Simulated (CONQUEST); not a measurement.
# Run report: Pt, single-point calculation at one volume of an equation of state

Pt (Fm-3m, 2 atoms in the cell), computed with Kohn-Sham DFT of a periodic cell, PBE, PseudoDojo NC PBE, no spin polarisation (CONQUEST 1.3).

The structure derives from an entry of the Crystallography Open Database. It belongs to a series of runs on one base structure; here: volume scaled by 0.98.

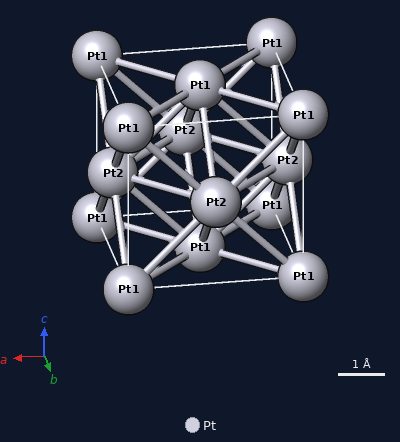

**Figure 1.** The input geometry (ball-and-stick view of the cell 2 times as large as that of the calculation, set on its symmetry axes, seen at an oblique angle; atoms are numbered from 1 in the order of the input). Near neighbours in the crystal (not all of them lie inside the picture): Pt has 12 Pt at 2.75 Å.

### The input
```
IO.Title Pt
IO.Coordinates coords.dat
IO.FractionalAtomicCoords T
IO.Iprint 2
IO.Iprint_init 1
General.NumberOfSpecies 1
General.PseudopotentialType hamann
AtomMove.TypeOfRun static
AtomMove.FullStress T
Grid.PointsAlongX 32
Grid.PointsAlongY 32
Grid.PointsAlongZ 40
DM.SolutionMethod diagon
Diag.MPMesh T
Diag.GammaCentred T
Diag.MPMeshX 10
Diag.MPMeshY 10
Diag.MPMeshZ 7
Diag.kT 0.00183747
minE.SCTolerance 1e-6
SC.MaxIters 100
IO.AtomChargeOutput T
%block ChemicalSpeciesLabel
1 195.080 Pt
%endblock
```

Hardware: 1 thread of Intel Xeon (Sapphire Rapids), 16 GiB of memory available, shared host.

Run as:
```bash
Conquest
```

### Log
```
Simulation cell dimensions:     5.2053 a0 x     5.2053 a0 x     7.3614 a0

      Atomic coordinates (a0)
         Atom         X         Y         Z  Species
            1    0.0000    0.0000    0.0000        1
            2    2.6026    2.6026    3.6807        1

         Monkhorst-Pack mesh:  10 x  10 x   7 gamma-centred
        This calculation includes non-local pseudopotentials,
         with a maximum core radius of      7.29280361

    Job title: Pt
    Job to be run: static calculation

    Ground state search:
      Support functions represented with PAO basis
      1:1 PAO to SF mapping
      Non-spin-polarised electrons
      Solving for the K matrix using diagonalisation
      Using Fermi-Dirac smearing

    Integration grid size:     32 x   32 x   40

    Integration grid spacing:  0.163 a0 x 0.163 a0 x 0.184 a0

    Number of species:  1
    --------------------------------------------------------
    |   #  mass (au)  Charge (e)  SF Rad (a0)  NSF  Label  |
    --------------------------------------------------------
    |   1    195.080      18.000        7.545   19  Pt     |
    --------------------------------------------------------
          SCF tolerance:                 0.00000100
          SCF iterations:               100

    The functional used will be GGA PBE96

           radial cut-off to be used is taken to be max PAO cut-off radius for this species:    7.292804

           greatest ang. mom. for making density from PAOs:  2
    Minimum blocs/proc is      640. Maximum blocs/proc is      640
    set_atom_dens: In set_atomic_density, electrons :      36.000000000000
 matrix_size & matrix_size_padH =           38          38

    Screened ion int: energy:    -202.460627900252 Ha

    new_SC_potl: Starting.  Tolerance:  0.10000E-05

    PulayMixSC: Starting Pulay mixing, A_up =  0.500 A_dn =  0.500
    PulayMixSC: Spin non-polarised calculation.
          Harris-Foulkes Energy            :      -261.185412973900100 Ha
          GroundState Energy (E-(1/2)TS)   :      -261.185838291579216 Ha
          Free Energy (E-TS)               :      -261.186263609258276 Ha
          DFT Total Energy                 :      -261.132650623127574 Ha
          Total number of electrons        :        36.000000000000469
    PulayMixSC: Pulay iteration     1 residual:              0.36753E-02
          Harris-Foulkes Energy            :      -261.158033871060411 Ha
          GroundState Energy (E-(1/2)TS)   :      -261.158497177112054 Ha
          Free Energy (E-TS)               :      -261.158960483163639 Ha
          DFT Total Energy                 :      -261.157693778569410 Ha
          Total number of electrons        :        36.000019331010556
    PulayMixSC: Pulay iteration     2 residual:              0.76693E-03
          Harris-Foulkes Energy            :      -261.157774041482298 Ha
          GroundState Energy (E-(1/2)TS)   :      -261.158242615310030 Ha
          Free Energy (E-TS)               :      -261.158711189137762 Ha
          DFT Total Energy                 :      -261.157726956955116 Ha
          Total number of electrons        :        36.000029466774443
    PulayMixSC: Pulay iteration     3 residual:              0.31505E-03
          Harris-Foulkes Energy            :      -261.157728157654617 Ha
          GroundState Energy (E-(1/2)TS)   :      -261.158198220404245 Ha
          Free Energy (E-TS)               :      -261.158668283153872 Ha
          DFT Total Energy                 :      -261.157728150512128 Ha
          Total number of electrons        :        36.000035976923847
    PulayMixSC: Pulay iteration     4 residual:              0.65517E-05
          Harris-Foulkes Energy            :      -261.157727645281568 Ha
          GroundState Energy (E-(1/2)TS)   :      -261.158197721095974 Ha
          Free Energy (E-TS)               :      -261.158667796910322 Ha
          DFT Total Energy                 :      -261.157727643000840 Ha
          Total number of electrons        :        36.000038305858311
    PulayMixSC: Pulay iteration     5 residual:              0.72714E-06
    PulayMixSC: Reached SCF tolerance of  0.72714E-06 after      5 iterations
      | Number of electrons      =        36.000038
      |* band energy as 2Tr[K.H] =       -46.935176403193601 Ha
      |  screened ion-ion energy =      -202.460627900252234 Ha
      |  Ha correction           =         1.675212290542169 Ha
      |  XC correction           =       -13.437119236544069 Ha
      | GS Energy as E-(1/2)TS   =      -261.158197721095974 Ha
      | Free Energy as E-TS      =      -261.158667796910322 Ha
      |* Harris-Foulkes energy   =      -261.157727645281568 Ha
      |* DFT total energy        =      -261.157727643000840 Ha
      |  estimated accuracy      =        -0.000000002280728 Ha

    force: Forces on atoms (Ha/a0)
    force:  Atom   X              Y              Z
    force:     1   0.0000000000  -0.0000000000  -0.0000000000
    force:     2   0.0000000000   0.0000000000   0.0000000000

    force: Maximum force :        0.00000000(Ha/a0) on atom         2 in z direction
    force: Force Residual:        0.00000000 Ha/a0
    force: Total stress:        -19.47913474     0.00000000    -0.00000000 GPa
                             0.00000000   -19.47913474    -0.00000000
                            -0.00000000     0.00000000   -18.46637623
    force: Average pressure:     19.14154857 GPa

    force: Finished force
    get_E_and_F: Change in energy during last step of electronic optimisation:  0.51237E-06

    BIBLIOGRAPHY: Please consider citing the following references in the conquest.bib file

    CONQUEST:         Bowler2002pt, Miyazaki2004, Nakata2020
    Basis:            Bowler2019
    DM:               Bowler:2006xr
    Pseudopotentials: Hamann2013, Bowler2019
    XC functional:    Perdew1996
```

### File coords.dat
```
    5.2052868802     0.0000000000     0.0000000000
    0.0000000000     5.2052868802     0.0000000000
    0.0000000000     0.0000000000     7.3613873032
2
  0.0000000000   0.0000000000   0.0000000000 1 T T T
  0.5000000000   0.5000000000   0.5000000000 1 T T T
```

### Summary

```csv
quantity,value
outcome,converged
space group (tolerance 0.01 Å),Fm-3m (225)
electrons treated,36
free energy,−7106.4894 eV
Fermi energy,−4.808 eV
gap on the k-point mesh,none (metallic)
pressure,19.14 GPa
largest force (length of the vector),under 0.001 eV/Å
wall time,64 s
peak memory,0.57 GiB
```

### Remarks

Spin–orbit coupling is left out, which matters for Pt. The cell is under a pressure of 19.1 GPa at this level, so it is not at its equilibrium volume.
